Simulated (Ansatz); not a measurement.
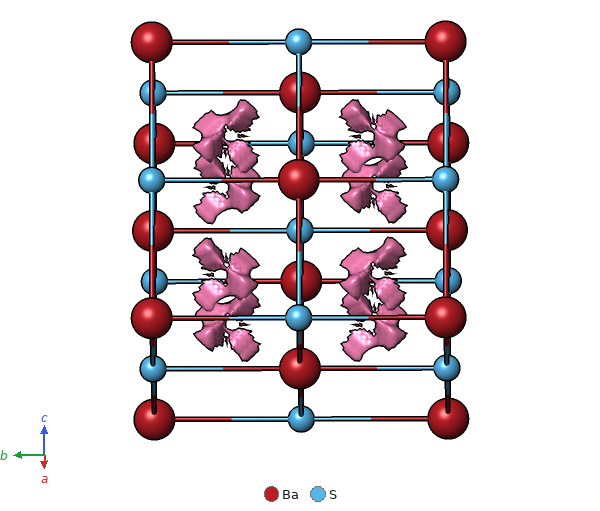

Bond-valence mismatch map for Li+ in BaS (Fm-3m, No. 225): the pink surface encloses the points where |V − 1| < 0.5 v.u. (1×1×1 cells, view from a free direction). Pale faces close the region where the drawn box cuts it.

At each point the valence sum V of a Li+ ion is computed from the anions within 5 Å (s = exp((R0 − d)/b), R0 fitted to published crystal structures with b = 0.37 Å; R0: Li+–S 1.950 Å). Points too close to the other cations are excluded (2.4 Å from Ba). Li+ is a guest here, not part of the formula. This is an empirical screen for pathways, not an energy calculation.

Origin of the cell: coordinates from a relaxation with DFT, PBEsol, plane waves, PAW (Ansatz 0.2.0).

```
Ba S
1.0
     6.33398    0.00000    0.00000
     0.00000    6.33398    0.00000
     0.00000    0.00000    6.33398
Ba S
4 4
Direct
  0.00000 0.00000 0.00000
  0.00000 0.50000 0.50000
  0.50000 0.00000 0.50000
  0.50000 0.50000 0.00000
  0.50000 0.00000 0.00000
  0.50000 0.50000 0.50000
  0.00000 0.00000 0.50000
  0.00000 0.50000 0.00000
```

How are the low-mismatch regions connected?

No path at this level: the regions are isolated pockets that do not connect across cells.

At which mismatch do paths open?

No path opens below 0.7 v.u. These are grid estimates, good to about 0.1 v.u.
